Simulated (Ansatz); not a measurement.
Structure of Ta:

```
Ta
1.0
     2.77823    0.00000    0.00000
     0.00000    2.77823    0.00000
     0.00000    0.00000    2.77823
Ta
1
Direct
  0.00000 0.00000 0.00000
```

Structure used: the end point of a relaxation with DFT, BLYP, plane waves (420 eV) with PAW, scalar-relativistic in Ansatz 0.2.0; the starting structure was generated, so it need not be a known form of this composition.

**Which powder rings are expected with 100 kV electrons? List the innermost 6, leaving out those under 3 % of the strongest.**

```
ring     radius  d (Å)  hkl
   1  3.60 nm⁻¹   2.78  100
   2  5.09 nm⁻¹  1.965  110
   3  6.23 nm⁻¹  1.604  111
   4  7.20 nm⁻¹  1.389  200
   5  8.05 nm⁻¹  1.242  210
   6  8.82 nm⁻¹  1.134  211
```

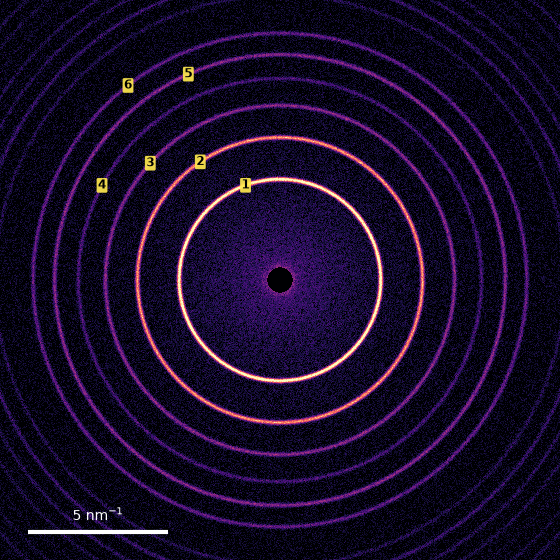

Simulated electron diffraction rings at 100 kV (λ = 0.0370 Å), scale in nm⁻¹ (radius = 1/d), for a fine-grained powder without texture. Kinematic intensities with B = 0.8 Å² for all atoms, without multiple scattering; brightness goes as intensity to the power 0.6, clipped at the top, with counting noise. Reflections closer than the ring width show as one ring. The numbers mark the rings of the table.
